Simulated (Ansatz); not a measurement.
Ni2Si: single-point calculation (part 1 of 2)

The run: single-point calculation of Ni2Si (12 atoms in the cell). Method and program: DFT PBEsol, scalar-relativistic, plane waves, PAW, spin-polarised (Ansatz 0.2.0).

The structure derives from an entry of the Crystallography Open Database. Figures and captions count atoms from 1; the log counts them from 0 in places.

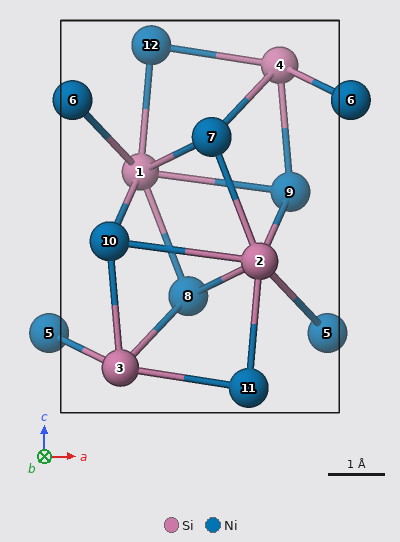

*The structure as given in the input (ball-and-stick view of the cell of the calculation, along the b axis; atoms are numbered from 1 in the order of the input). An atom can appear more than once, as a periodic image.*

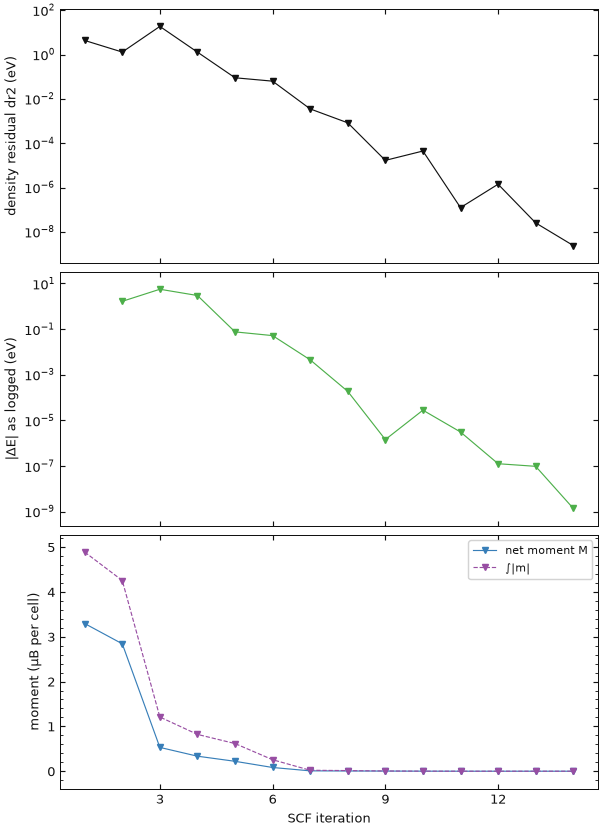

*Convergence of the self-consistent field: density residual dr2, size of the energy change and magnetic moment against the SCF iteration.*

The residual falls unevenly and jumps up by a factor of two or more 3 times on the way down. The net moment goes from 3.3 to 0.0 μB per cell, and ∫|m| falls to zero.

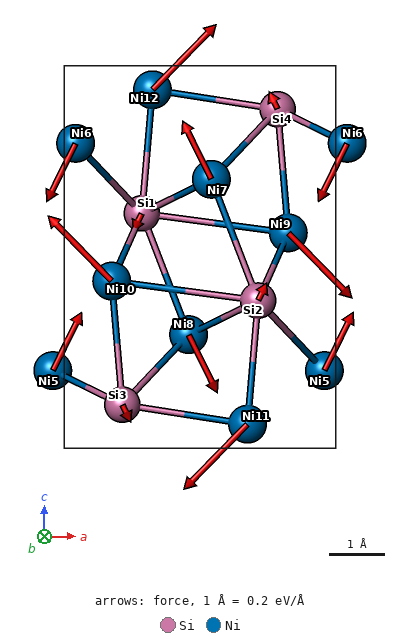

*Forces on the atoms as red arrows (ball-and-stick view of the cell of the calculation, along the b axis; atoms are numbered from 1 in the order of the input).*

The largest act on Ni9, Ni10, Ni11, Ni12 (0.34 eV/Å); Ni5, Ni6, Ni7, Ni8 (0.24 eV/Å). The geometry is not a stationary point of this energy.

The input that produced these results follows, with the program's output.

Input file
```yaml
crystal:
  lattice:
    - [4.99, 0.0, 0.0]
    - [0.0, 3.72, 0.0]
    - [0.0, 0.0, 7.03]
  atoms:
    - { symbol: Si, position: [0.286, 0.75, 0.614] }
    - { symbol: Si, position: [0.714, 0.25, 0.386] }
    - { symbol: Si, position: [0.214, 0.25, 0.114] }
    - { symbol: Si, position: [0.786, 0.75, 0.886] }
    - { symbol: Ni, position: [0.958, 0.75, 0.203], spin: 2.0 }
    - { symbol: Ni, position: [0.042, 0.25, 0.797], spin: 2.0 }
    - { symbol: Ni, position: [0.542, 0.25, 0.703], spin: 2.0 }
    - { symbol: Ni, position: [0.458, 0.75, 0.297], spin: 2.0 }
    - { symbol: Ni, position: [0.825, 0.75, 0.563], spin: 2.0 }
    - { symbol: Ni, position: [0.175, 0.25, 0.437], spin: 2.0 }
    - { symbol: Ni, position: [0.675, 0.25, 0.063], spin: 2.0 }
    - { symbol: Ni, position: [0.325, 0.75, 0.937], spin: 2.0 }
basis:
  ecutwfc: 420
kpoints:
  mp_grid: { grid: [4, 6, 4] }
hamiltonian:
  xc: pbesol
scf:
  occupations: { method: gaussian, width: 0.1 }
  lower_state_search: "off"
output:
  forces: true
  stress: true
  eigenvalues: true
  populations: true
magnetization:
  spin_polarized: true
```

Command:
```bash
ansatz run input.yaml --threads 2 --pin off --max-ram 5120MiB --backend cpu --events-out ev --progress --plain --runs-dir out
```

What the program printed
```
Engine: ansatz 0.2.0, x86_64-unknown-linux-gnu
Pseudopotentials: kind: paw
Pseudopotential: Si, paw, valence charge 4, recommended cutoff 420 eV (normal), Si.paw.azcp
Pseudopotential: Ni, paw, valence charge 18, recommended cutoff 420 eV (normal), Ni.paw.azcp
Functional definition: PBEsol
  exchange = pbesol_x
  correlation = pbesol_c
Crystal: 12 atoms, lattice volume = 130.496 Å³
Basis set: ecut = 420 eV, 2559 PW (Γ), exchange–correlation on 72×50×96 points (8 copies of the dense FFT grid, shifted against one another)
Bands: 106, of which v1, the nominal top of the filled ones, is band 80 counted from 1 (79 counted from 0)
Symmetry: 8 space group operations
Space group: Pnma (ITA 62), of the structure as read, at distance tolerance 5.1e-5 Å
Magnetic group: BNS 62.441 (UNI 539), of the structure as read, at distance tolerance 5.1e-5 Å
k-points: 36 of 96
Non-local potential: Si, projectors of the file, l = 0: 2, l = 1: 2, l = 2: 2
Non-local potential: Ni, projectors of the file, l = 0: 3, l = 1: 2, l = 2: 3, l = 3: 1
PAW form: soft (Blöchl's): semilocal exchange-correlation on the pseudo side does not see the compensation charge
PAW frozen core: Si, regenerated for the run's functional, and the local potential with it (the file was generated under x = pbe(κ = 0.804, μ = 0.2195149727645171), c = pbe(β = 0.06672455060314922))
PAW frozen core: Ni, regenerated for the run's functional, and the local potential with it (the file was generated under x = pbe(κ = 0.804, μ = 0.2195149727645171), c = pbe(β = 0.06672455060314922))
PAW one-centre angular grid: Si, 110 points (default); XC on 64 Gauss nodes
PAW one-centre angular grid: Ni, 590 points (default); XC on 64 Gauss nodes
Initial density: superposition of atomic densities (chi_scale 0.1, normalization cell)
Starting moments: Σ|m| = 16 μB on 8 of 12 sites
Initial wavefunctions: pseudopotential atomic-orbital guess
Functional: x = pbesol(κ = 0.804, μ = 0.12345679012345678), c = pbesol(β = 0.046)
iter 1 solved again at ethr=2.76e-3 eV; its pass at ethr=3.10e-3 eV (dr2=4.41e0 eV) is discarded
```
